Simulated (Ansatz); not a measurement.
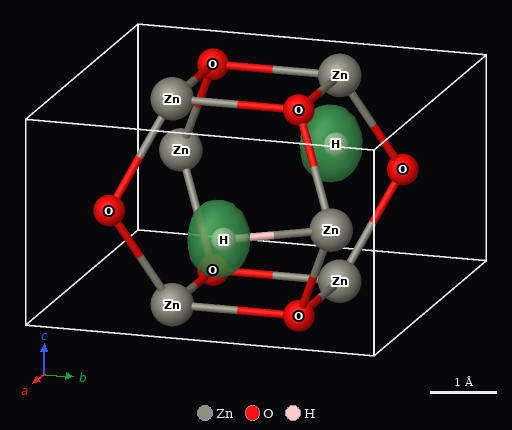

The picture shows: Zn4HO4 (distorted or defective cell). Isosurface of the ELF at 0.9 (green), seen slightly off an axis. Only the valence region is drawn (cores and ρ < 0.01 e/Å³ removed). Sticks mark near contacts.

Not relaxed (largest force 0.8 eV/Å); computed pressure about 3 GPa in this cell; computed without spin polarisation; PAW files of the earlier set (soft_1).

Theory: DFT PBE, scalar-relativistic, plane waves, PAW (Ansatz 0.2.0).

Identify the bonds, lone pairs and shells in this picture.

At this value the surface marks out one region around a hydrogen nucleus, counted in one cell of 9 atoms. Any copies at cell faces, edges or corners count once. Profiles from the grid: Zn–H (1.73 Å): the ELF climbs to about 1 towards the hydrogen. Zn–O (1.97 Å): the ELF peaks at about 0.85 in the valence shell of O, 0.6 Å from its nucleus, and is about 0.25 at the midpoint: no shared electron pair shows on this line.

Metal or insulator at this level of theory?

It is gapless in this calculation (a metal or semimetal).
